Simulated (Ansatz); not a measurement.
**Re(0001) with 2 layers of random Re-V, 2x2: scattering by chemical disorder**

How strongly does chemical disorder scatter in Re(0001) with 2 layers of random Re-V, 2x2?

Method: Ansatz plane-wave DFT, PBE, PAW files; ballistic transport by layer matching (Landauer), zero bias; PAW set soft_1, in Ansatz 0.2.0.

### 1. The starting structure

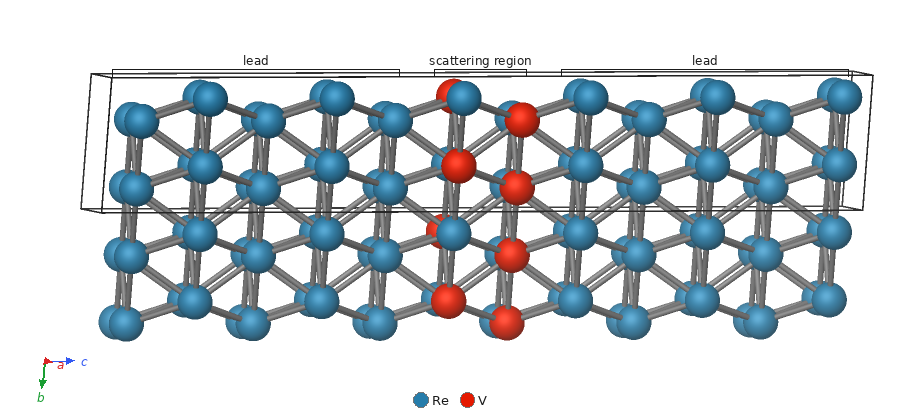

The cell as given, from the side, with the c axis across the page (rhenium blue, vanadium red). 1×2×1 cells are drawn.

The cell holds 48 atoms: 44 Re and 4 V. Cell: a = 5.522 Å, b = 5.522 Å, c = 26.749 Å, α = 90.0°, β = 90.0°, γ = 120.0°. It derives from Re. Regions: lead, 40 atoms (40 Re); scattering region, 8 atoms (4 V and 4 Re). The structure is stacked along c, and the current runs across the ab planes.

### 2. With 2 alloy layers

In 2 layers a share of 0.5 of the sites is given to V at random. The layers about the cell's end stay perfect and serve as the lead. Disorder leaves little or no symmetry, which makes such runs dear. Energies from -0.05 to 0.05 eV in steps of 0.05 eV are too few for the program's thermal sum, so it prints no conductance; for a metal the transmission near the Fermi level serves, at a fraction of the cost.

input.yaml

```yaml
crystal:
  lattice:
    - [5.5216, 0.0, 0.0]
    - [-2.7608, 4.7818458695, 0.0]
    - [0.0, 0.0, 26.7492]
  atoms:
    - { symbol: Re, position: [0.1666666667, 0.3333333333, 0.0416666667] }
    - { symbol: Re, position: [0.1666666667, 0.8333333333, 0.0416666667] }
    - { symbol: Re, position: [0.6666666667, 0.3333333333, 0.0416666667] }
    - { symbol: Re, position: [0.6666666667, 0.8333333333, 0.0416666667] }
    - { symbol: Re, position: [0.3333333333, 0.1666666667, 0.125] }
    - { symbol: Re, position: [0.3333333333, 0.6666666667, 0.125] }
    - { symbol: Re, position: [0.8333333333, 0.1666666667, 0.125] }
    - { symbol: Re, position: [0.8333333333, 0.6666666667, 0.125] }
    - { symbol: Re, position: [0.1666666667, 0.3333333333, 0.2083333333] }
    - { symbol: Re, position: [0.1666666667, 0.8333333333, 0.2083333333] }
    - { symbol: Re, position: [0.6666666667, 0.3333333333, 0.2083333333] }
    - { symbol: Re, position: [0.6666666667, 0.8333333333, 0.2083333333] }
    - { symbol: Re, position: [0.3333333333, 0.1666666667, 0.2916666667] }
    - { symbol: Re, position: [0.3333333333, 0.6666666667, 0.2916666667] }
    - { symbol: Re, position: [0.8333333333, 0.1666666667, 0.2916666667] }
    - { symbol: Re, position: [0.8333333333, 0.6666666667, 0.2916666667] }
    - { symbol: Re, position: [0.1666666667, 0.3333333333, 0.375] }
    - { symbol: Re, position: [0.1666666667, 0.8333333333, 0.375] }
    - { symbol: Re, position: [0.6666666667, 0.3333333333, 0.375] }
    - { symbol: Re, position: [0.6666666667, 0.8333333333, 0.375] }
    - { symbol: V, position: [0.3333333333, 0.1666666667, 0.4583333333] }
    - { symbol: Re, position: [0.3333333333, 0.6666666667, 0.4583333333] }
    - { symbol: Re, position: [0.8333333333, 0.1666666667, 0.4583333333] }
    - { symbol: V, position: [0.8333333333, 0.6666666667, 0.4583333333] }
    - { symbol: Re, position: [0.1666666667, 0.3333333333, 0.5416666667] }
    - { symbol: Re, position: [0.1666666667, 0.8333333333, 0.5416666667] }
    - { symbol: V, position: [0.6666666667, 0.3333333333, 0.5416666667] }
    - { symbol: V, position: [0.6666666667, 0.8333333333, 0.5416666667] }
    - { symbol: Re, position: [0.3333333333, 0.1666666667, 0.625] }
    - { symbol: Re, position: [0.3333333333, 0.6666666667, 0.625] }
    - { symbol: Re, position: [0.8333333333, 0.1666666667, 0.625] }
    - { symbol: Re, position: [0.8333333333, 0.6666666667, 0.625] }
    - { symbol: Re, position: [0.1666666667, 0.3333333333, 0.7083333333] }
    - { symbol: Re, position: [0.1666666667, 0.8333333333, 0.7083333333] }
    - { symbol: Re, position: [0.6666666667, 0.3333333333, 0.7083333333] }
    - { symbol: Re, position: [0.6666666667, 0.8333333333, 0.7083333333] }
    - { symbol: Re, position: [0.3333333333, 0.1666666667, 0.7916666667] }
    - { symbol: Re, position: [0.3333333333, 0.6666666667, 0.7916666667] }
    - { symbol: Re, position: [0.8333333333, 0.1666666667, 0.7916666667] }
    - { symbol: Re, position: [0.8333333333, 0.6666666667, 0.7916666667] }
    - { symbol: Re, position: [0.1666666667, 0.3333333333, 0.875] }
    - { symbol: Re, position: [0.1666666667, 0.8333333333, 0.875] }
    - { symbol: Re, position: [0.6666666667, 0.3333333333, 0.875] }
    - { symbol: Re, position: [0.6666666667, 0.8333333333, 0.875] }
    - { symbol: Re, position: [0.3333333333, 0.1666666667, 0.9583333333] }
    - { symbol: Re, position: [0.3333333333, 0.6666666667, 0.9583333333] }
    - { symbol: Re, position: [0.8333333333, 0.1666666667, 0.9583333333] }
    - { symbol: Re, position: [0.8333333333, 0.6666666667, 0.9583333333] }
kpoints:
  mp_grid: { grid: [5, 5, 1] }
hamiltonian:
  xc: pbe
  pseudopotentials: { kind: paw, azcp: { folder: soft_1 } }
scf:
  occupations: { method: fermi_dirac, width: 0.1 }
output:
  transmission:
    leads: [[0, 8]]
    kmesh: [10, 10]
    e_range: [-0.05, 0.05]
    de: 0.05
  write_potential: true
  write_density: true
  volumetric_format: npy
```

On the command line:

```
$ ansatz run input.yaml --threads 4 --pin off --max-ram 15360MiB --backend cpu --events-out ev --progress --plain --runs-dir out
```

Numbers of over 12 decimals in the logs are rounded to 6 here.

The log of the run:

```text
Engine: ansatz 0.2.0, x86_64-unknown-linux-gnu
Pseudopotentials: kind: paw
Pseudopotential: Re, paw, valence charge 15, recommended cutoff 420 eV (normal), soft_1/Re.paw.azcp
Pseudopotential: V, paw, valence charge 13, recommended cutoff 420 eV (normal), soft_1/V.paw.azcp
Functional definition: PBE
  parameter kappa = 0.804
  parameter beta = 0.066725
  exchange = pbe_x(kappa = kappa, mu = beta*pi^2/3)
  correlation = pbe_c(beta = beta)
Crystal: 48 atoms, lattice volume = 706.271 Å³
Basis set: ecut = 420 eV, 13787 PW (Γ)
Bands: 428, of which v1, the nominal top of the filled ones, is band 356 counted from 1 (355 counted from 0)
Symmetry: 2 space group operations
Space group: C2 (ITA 5), of the structure as read, at distance tolerance 8.9e-5 Å
k-points: 9 of 25 (time reversal used)
Non-local potential: Re, projectors of the file, l = 0: 3, l = 1: 2, l = 2: 2, l = 3: 1
Non-local potential: V, projectors of the file, l = 0: 3, l = 1: 2, l = 2: 3, l = 3: 1
PAW form: soft (Blöchl's): semilocal exchange-correlation on the pseudo side does not see the compensation charge
PAW one-centre angular grid: Re, 590 points (default); XC on 64 Gauss nodes
PAW one-centre angular grid: V, 590 points (default); XC on 64 Gauss nodes
Initial density: superposition of atomic densities (chi_scale 0.1, normalization cell, long waves of neutral atoms (reshape's long-wave potential 3.72 eV rms, cloud 3.04 Å wide))
Initial wavefunctions: pseudopotential atomic-orbital guess
Functional: x = pbe(κ = 0.804, μ = 0.219515), c = pbe(β = 0.066725)
SCF iter   1: F=—  HF=-489922.653815 eV  |F-HF|=—  |Δ(HF+E_count)|=         —  Δρ=1.36e-1  dr2=1.39e3  ethr=3.10e-3  ⟨swp⟩=5.0  Hψ=11456  notcnv=0  defer=1
preconditioner: auto → Kerker (q_TF=auto, 2.732 Å⁻¹)  [metal: Δε(μ)=0.010 eV  Ē_g=5.241 eV  σ=0.100 eV  W_gap=0.03  n_scr=268 (ndim 8)  ℏωp=25.3 eV  f_vac=0.000  D(μ)=44.64/eV (n_scr^D=430)]
SCF iter   2: F=—  HF=-489905.725952 eV  |F-HF|=—  |Δ(HF+E_count)|=    1.69e1  Δρ=7.25e-2  dr2=5.12e2  ethr=3.10e-3  ⟨swp⟩=3.0  Hψ=6294  notcnv=0  defer=151
SCF iter   3: F=—  HF=-489898.292986 eV  |F-HF|=—  |Δ(HF+E_count)|=    7.43e0  Δρ=1.54e-2  dr2=2.18e1  ethr=3.10e-3  ⟨swp⟩=3.1  Hψ=10120  notcnv=0  defer=121
SCF iter   4: F=—  HF=-489898.122378 eV  |F-HF|=—  |Δ(HF+E_count)|=   1.71e-1  Δρ=3.28e-3  dr2=1.84e-1  ethr=3.06e-3  ⟨swp⟩=1.0  Hψ=3731  notcnv=0  defer=121
SCF iter   5: F=—  HF=-489898.114981 eV  |F-HF|=—  |Δ(HF+E_count)|=   7.40e-3  Δρ=6.45e-4  dr2=5.25e-2  ethr=2.58e-5  ⟨swp⟩=2.1  Hψ=3908  notcnv=0  defer=121
SCF iter   6: F=—  HF=-489898.114232 eV  |F-HF|=—  |Δ(HF+E_count)|=   7.49e-4  Δρ=3.23e-4  dr2=1.65e-2  ethr=7.38e-6  ⟨swp⟩=1.0  Hψ=3817  notcnv=0  defer=122
SCF iter   7: F=—  HF=-489898.114017 eV  |F-HF|=—  |Δ(HF+E_count)|=   2.15e-4  Δρ=5.29e-5  dr2=5.82e-4  ethr=2.32e-6  ⟨swp⟩=1.0  Hψ=3722  notcnv=0  defer=122
SCF iter   8: F=—  HF=-489898.113985 eV  |F-HF|=—  |Δ(HF+E_count)|=   3.20e-5  Δρ=1.31e-5  dr2=2.38e-5  ethr=8.18e-8  ⟨swp⟩=1.0  Hψ=3722  notcnv=0  defer=122
SCF iter   9: F=—  HF=-489898.115559 eV  |F-HF|=—  |Δ(HF+E_count)|=   1.57e-3  Δρ=3.24e-6  dr2=1.81e-6  ethr=3.34e-9  ⟨swp⟩=1.0  Hψ=3822  notcnv=0  defer=122
SCF iter  10: F=-489898.115559 eV  HF=-489898.115559 eV  |F-HF|=6.12e-8  |Δ(HF+E_count)|=   2.10e-8  Δρ=9.25e-7  dr2=6.27e-8  ethr=1.40e-11  ⟨swp⟩=8.1  Hψ=10421  notcnv=0
SCF 1 converged in 10 iterations: F = -489898.115559 eV  dr2 = 6.27e-8
  greatest PAW one-centre occupation: 1.000 electrons in one spin orbital (limit 2), on the Re atom at site 36 (counted from 0), in its partial waves of l = 0
transmission: 261 of 2600 steps passed
transmission: 520 of 2600 steps passed
[...]
transmission: 2600 of 2600 steps passed
SCF converged after 10 iterations
Free energy (F): -489898.115559 eV
Harris-Foulkes:  -489898.115559 eV  (|F-HF|=6.12e-8)
Internal energy: -489896.645375 eV  (E = F + TS)
E sigma→0 (E₀):  -489897.380467 eV
Entropy (-TS):   -1.470185 eV (-30.629 meV/atom)
Fermi energy:    23.301650 eV
--- Per-component energies (eV) ---
  E_band       = -3838.310856
  E_kinetic    = 24196.197684
  E_local      = -38858.095886  (includes V_loc(G=0)·N_el)
  E_nonlocal   = 3851.486789
  E_hartree    = 13918.648057
  E_xc         = -16152.026898
  E_vxc        = -13350.745771  (∫ρ·V_xc dr)
  E_paw        = -387502.604766  (= ΣΔE_a)
  E_vpaw       = -7514.463406  (= ΣTr[D̂ρ^β])
  E_aug_tail   = 0.006539  (compensation charges beyond the density's cutoff)
  E_ewald      = -89350.256894
  E_smearing   = -1.470185  (= −TS)
  E_closure    = 0.000000  (closes the sum)
  Σ components = -489898.115559   (vs F -489898.115559, Δ=0.00e0)
--- Band table (eV; the first three rows and the last of 9) ---
  k-point 0: bands = [... 352 lower, 23.7894, 23.7979, 23.8095, 23.8177, 23.8829, 23.9145, 23.9250, 23.9721, ... 68 higher]
  k-point 1: bands = [... 352 lower, 23.4065, 23.4325, 23.4751, 23.4921, 23.5111, 23.5236, 23.5797, 23.6672, ... 68 higher]
  k-point 2: bands = [... 352 lower, 22.9711, 22.9967, 23.0486, 23.1018, 23.1080, 23.1585, 23.1718, 23.2791, ... 68 higher]
  k-point 8: bands = [... 352 lower, 23.0043, 23.0144, 23.0825, 23.0826, 23.1393, 23.1741, 23.2864, 23.4182, ... 68 higher]
--- Transmission ---
  basis      : 235 plane waves across, 50 finite elements along
  points     : 52, standing for a mesh of 10 x 10
  energies   : 3 from -0.050000 to 0.050000 eV about the Fermi level, 0.050000 eV apart; the leads are filled to 0.000000 eV, and channels, transmission and decay are at 0.000000 eV
  crystal 0  : Re8, at the sites [0, 8], period 4.4582 Å, over 22.29 Å; its Hamiltonian steps by up to 20.7 meV
    offset         : up to 0.0000 Å between an atom of the period and one for which it stands
    channels       : 5.280000e0 a spin
    conductance    : none, the energies end too early or step too widely for 300 K: set another output.transmission.e_range or a lower de, or, where they end at an eighth of basis.ecutwfc, a higher one
  junction   : crystal 0 to crystal 0, 0.70 to 22.99 Å
    transmission   : 2.877020e0 a spin
    conductance    : none, the energies end too early or step too widely for 300 K: set another output.transmission.e_range or a lower de, or, where they end at an eighth of basis.ecutwfc, a higher one
```

It took 4.5 min on 4 threads of Intel Xeon Platinum 8375C at 2.90GHz (Ice Lake), shared host; peak memory 6 GiB.

Reading the cycles: dr2 is the Hartree energy of the density residual (eV), the measure of convergence; HF is the Harris–Foulkes estimate of the energy, which meets the free energy F at convergence.

This run has no spin polarisation, although V can carry a moment.

This step gave:

```yaml
free_energy: -489898.1156 eV
energy_at_zero_smearing: -489897.3805 eV
fermi_energy: 23.30 eV
cell_area: 26.40 Å²
transmission_per_spin_nearest_the_fermi_level: 2.877
open_channels_per_spin_nearest_the_fermi_level: 5.28
step_of_the_lead_s_potential: 20.7 meV
```

Per spin. Transmission, zone mean against energy, zero at the Fermi level:

```csv
energy (eV),"transmission, zone mean"
-0.0500,2.84
0.0000,2.88
0.0500,3.04
```

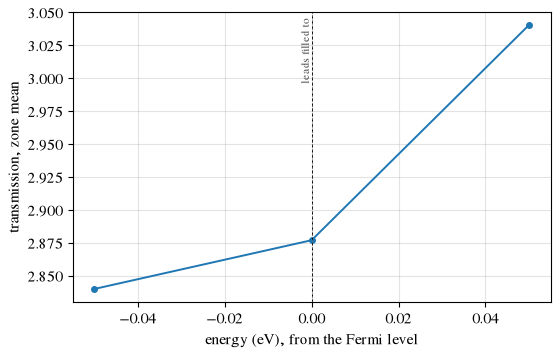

Transmission, zone mean against energy.

Per spin. Table of open channels, zone mean, lead by energy, zero at the Fermi level:

```csv
energy (eV),"open channels, zone mean, lead"
-0.0500,5.32
0.0000,5.28
0.0500,5.14
```

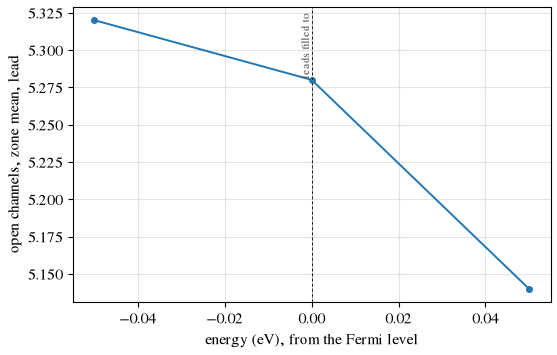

Open channels, zone mean, lead, plotted against energy.

Over the solved energies the transmission per spin lies between 2.84 and 3.04, out of 5.25 channels of the lead on average (up to 5.32).

### 3. With 6 alloy layers

System of this step: Re(0001) with 6 layers of random Re-V, 2x2. The cell holds 64 atoms: 52 Re and 12 V. Cell: a = 5.522 Å, b = 5.522 Å, c = 35.666 Å, α = 90.0°, β = 90.0°, γ = 120.0°. It derives from Re. Regions: lead, 40 atoms (40 Re); scattering region, 24 atoms (12 Re and 12 V). The structure is stacked along c, and the current runs across the ab planes.

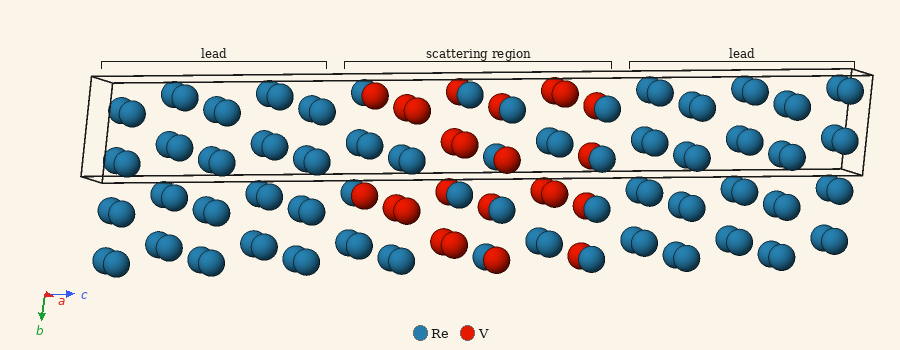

The cell of this step (rhenium blue, vanadium red). 1×2×1 cells are drawn.

input.yaml

```yaml
crystal:
  lattice:
    - [5.5216, 0.0, 0.0]
    - [-2.7608, 4.7818458695, 0.0]
    - [0.0, 0.0, 35.6656]
  atoms:
    - { symbol: Re, position: [0.1666666667, 0.3333333333, 0.03125] }
    - { symbol: Re, position: [0.1666666667, 0.8333333333, 0.03125] }
    - { symbol: Re, position: [0.6666666667, 0.3333333333, 0.03125] }
    - { symbol: Re, position: [0.6666666667, 0.8333333333, 0.03125] }
    - { symbol: Re, position: [0.3333333333, 0.1666666667, 0.09375] }
    - { symbol: Re, position: [0.3333333333, 0.6666666667, 0.09375] }
    - { symbol: Re, position: [0.8333333333, 0.1666666667, 0.09375] }
    - { symbol: Re, position: [0.8333333333, 0.6666666667, 0.09375] }
    - { symbol: Re, position: [0.1666666667, 0.3333333333, 0.15625] }
    - { symbol: Re, position: [0.1666666667, 0.8333333333, 0.15625] }
    - { symbol: Re, position: [0.6666666667, 0.3333333333, 0.15625] }
    - { symbol: Re, position: [0.6666666667, 0.8333333333, 0.15625] }
    - { symbol: Re, position: [0.3333333333, 0.1666666667, 0.21875] }
    - { symbol: Re, position: [0.3333333333, 0.6666666667, 0.21875] }
    - { symbol: Re, position: [0.8333333333, 0.1666666667, 0.21875] }
    - { symbol: Re, position: [0.8333333333, 0.6666666667, 0.21875] }
    - { symbol: Re, position: [0.1666666667, 0.3333333333, 0.28125] }
    - { symbol: Re, position: [0.1666666667, 0.8333333333, 0.28125] }
    - { symbol: Re, position: [0.6666666667, 0.3333333333, 0.28125] }
    - { symbol: Re, position: [0.6666666667, 0.8333333333, 0.28125] }
    - { symbol: Re, position: [0.3333333333, 0.1666666667, 0.34375] }
    - { symbol: Re, position: [0.3333333333, 0.6666666667, 0.34375] }
    - { symbol: V, position: [0.8333333333, 0.1666666667, 0.34375] }
    - { symbol: Re, position: [0.8333333333, 0.6666666667, 0.34375] }
    - { symbol: V, position: [0.1666666667, 0.3333333333, 0.40625] }
    - { symbol: Re, position: [0.1666666667, 0.8333333333, 0.40625] }
    - { symbol: V, position: [0.6666666667, 0.3333333333, 0.40625] }
    - { symbol: Re, position: [0.6666666667, 0.8333333333, 0.40625] }
    - { symbol: V, position: [0.3333333333, 0.1666666667, 0.46875] }
    - { symbol: V, position: [0.3333333333, 0.6666666667, 0.46875] }
    - { symbol: Re, position: [0.8333333333, 0.1666666667, 0.46875] }
    - { symbol: V, position: [0.8333333333, 0.6666666667, 0.46875] }
    - { symbol: V, position: [0.1666666667, 0.3333333333, 0.53125] }
    - { symbol: Re, position: [0.1666666667, 0.8333333333, 0.53125] }
    - { symbol: Re, position: [0.6666666667, 0.3333333333, 0.53125] }
    - { symbol: V, position: [0.6666666667, 0.8333333333, 0.53125] }
    - { symbol: V, position: [0.3333333333, 0.1666666667, 0.59375] }
    - { symbol: Re, position: [0.3333333333, 0.6666666667, 0.59375] }
    - { symbol: V, position: [0.8333333333, 0.1666666667, 0.59375] }
    - { symbol: Re, position: [0.8333333333, 0.6666666667, 0.59375] }
    - { symbol: V, position: [0.1666666667, 0.3333333333, 0.65625] }
    - { symbol: V, position: [0.1666666667, 0.8333333333, 0.65625] }
    - { symbol: Re, position: [0.6666666667, 0.3333333333, 0.65625] }
    - { symbol: Re, position: [0.6666666667, 0.8333333333, 0.65625] }
    - { symbol: Re, position: [0.3333333333, 0.1666666667, 0.71875] }
    - { symbol: Re, position: [0.3333333333, 0.6666666667, 0.71875] }
    - { symbol: Re, position: [0.8333333333, 0.1666666667, 0.71875] }
    - { symbol: Re, position: [0.8333333333, 0.6666666667, 0.71875] }
    - { symbol: Re, position: [0.1666666667, 0.3333333333, 0.78125] }
    - { symbol: Re, position: [0.1666666667, 0.8333333333, 0.78125] }
    - { symbol: Re, position: [0.6666666667, 0.3333333333, 0.78125] }
    - { symbol: Re, position: [0.6666666667, 0.8333333333, 0.78125] }
    - { symbol: Re, position: [0.3333333333, 0.1666666667, 0.84375] }
    - { symbol: Re, position: [0.3333333333, 0.6666666667, 0.84375] }
    - { symbol: Re, position: [0.8333333333, 0.1666666667, 0.84375] }
    - { symbol: Re, position: [0.8333333333, 0.6666666667, 0.84375] }
    - { symbol: Re, position: [0.1666666667, 0.3333333333, 0.90625] }
    - { symbol: Re, position: [0.1666666667, 0.8333333333, 0.90625] }
    - { symbol: Re, position: [0.6666666667, 0.3333333333, 0.90625] }
    - { symbol: Re, position: [0.6666666667, 0.8333333333, 0.90625] }
    - { symbol: Re, position: [0.3333333333, 0.1666666667, 0.96875] }
    - { symbol: Re, position: [0.3333333333, 0.6666666667, 0.96875] }
    - { symbol: Re, position: [0.8333333333, 0.1666666667, 0.96875] }
    - { symbol: Re, position: [0.8333333333, 0.6666666667, 0.96875] }
kpoints:
  mp_grid: { grid: [5, 5, 1] }
hamiltonian:
  xc: pbe
  pseudopotentials: { kind: paw, azcp: { folder: soft_1 } }
scf:
  occupations: { method: fermi_dirac, width: 0.1 }
output:
  transmission:
    leads: [[0, 8]]
    kmesh: [10, 10]
    e_range: [-0.05, 0.05]
    de: 0.05
  write_potential: true
  write_density: true
  volumetric_format: npy
```

The log of the run:

```text
[...]
Crystal: 64 atoms, lattice volume = 941.695 Å³
Basis set: ecut = 420 eV, 18377 PW (Γ)
Bands: 562, of which v1, the nominal top of the filled ones, is band 468 counted from 1 (467 counted from 0)
Symmetry: 1 space group operations
[...]
k-points: 13 of 25 (time reversal used)
[...]
SCF iter   1: F=—  HF=-600190.428439 eV  |F-HF|=—  |Δ(HF+E_count)|=         —  Δρ=1.52e-1  dr2=7.28e3  ethr=3.10e-3  ⟨swp⟩=4.8  Hψ=21618  notcnv=0  defer=2
[...]
SCF iter  10: F=-600149.841196 eV  HF=-600149.841196 eV  |F-HF|=2.32e-8  |Δ(HF+E_count)|=   2.37e-8  Δρ=1.02e-6  dr2=2.55e-8  ethr=1.07e-11  ⟨swp⟩=6.9  Hψ=17265  notcnv=0
SCF 1 converged in 10 iterations: F = -600149.841196 eV  dr2 = 2.55e-8
[...]
transmission: 339 of 3380 steps passed
transmission: 676 of 3380 steps passed
[...]
transmission: 3380 of 3380 steps passed
SCF converged after 10 iterations
Free energy (F): -600149.841196 eV
[...]
Internal energy: -600147.492061 eV  (E = F + TS)
E sigma→0 (E₀):  -600148.666628 eV
Entropy (-TS):   -2.349135 eV (-36.705 meV/atom)
Fermi energy:    22.379788 eV
[...]
--- Band table (eV; the first three rows and the last of 13) ---
  k-point 0: bands = [... 464 lower, 22.6762, 22.6785, 22.7528, 22.7842, 22.9377, 22.9567, 23.0040, 23.0178, ... 90 higher]
  k-point 1: bands = [... 464 lower, 22.4902, 22.5178, 22.5378, 22.5713, 22.5873, 22.5977, 22.6299, 22.6509, ... 90 higher]
  k-point 2: bands = [... 464 lower, 22.1341, 22.1685, 22.1918, 22.2256, 22.2501, 22.2822, 22.3258, 22.3412, ... 90 higher]
  k-point 12: bands = [... 464 lower, 22.1694, 22.2048, 22.2426, 22.2601, 22.2996, 22.3179, 22.3565, 22.3757, ... 90 higher]
--- Transmission ---
  basis      : 235 plane waves across, 65 finite elements along
  points     : 52, standing for a mesh of 10 x 10
[...]
channels       : 5.380000e0 a spin
[...]
junction   : crystal 0 to crystal 0, 0.70 to 31.91 Å
    transmission   : 2.122913e0 a spin
[...]
```

Run time: 8.2 min. Hardware: 4 threads; peak memory 10 GiB; 30 min of CPU time.

Numbers from this step:

```
free energy                                    : -600149.8412 eV
energy at zero smearing                        : -600148.6666 eV
Fermi energy                                   : 22.38 eV
transmission per spin nearest the Fermi level  : 2.123
open channels per spin nearest the Fermi level : 5.38
step of the lead's potential                   : 21.5 meV
```

Per spin. Transmission, zone mean against energy, zero at the Fermi level:

```csv
energy (eV),"transmission, zone mean"
-0.0500,2.07
0.0000,2.12
0.0500,2.14
```

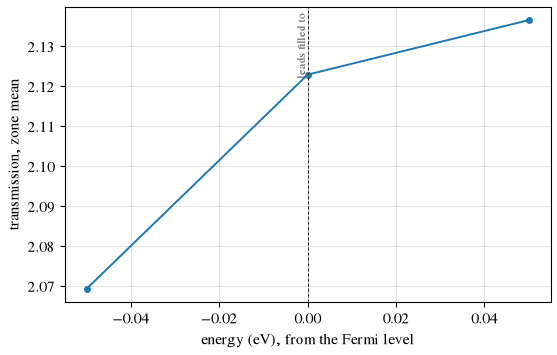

Transmission, zone mean against energy.

Over the solved energies the transmission per spin lies between 2.07 and 2.14, out of 5.26 channels of the lead on average (up to 5.38).

(Part 1 of 2 ends here.)

[Logs are printed without paths, hosts, clocks, repeated set-up lines and the standing remarks that a program may print on its own settings, such as how far it seeks lower states.]

[Hosts, paths, dates, database ids (printed as entryN), source tags and the programs' standing remarks are cut or masked in the printed files.]
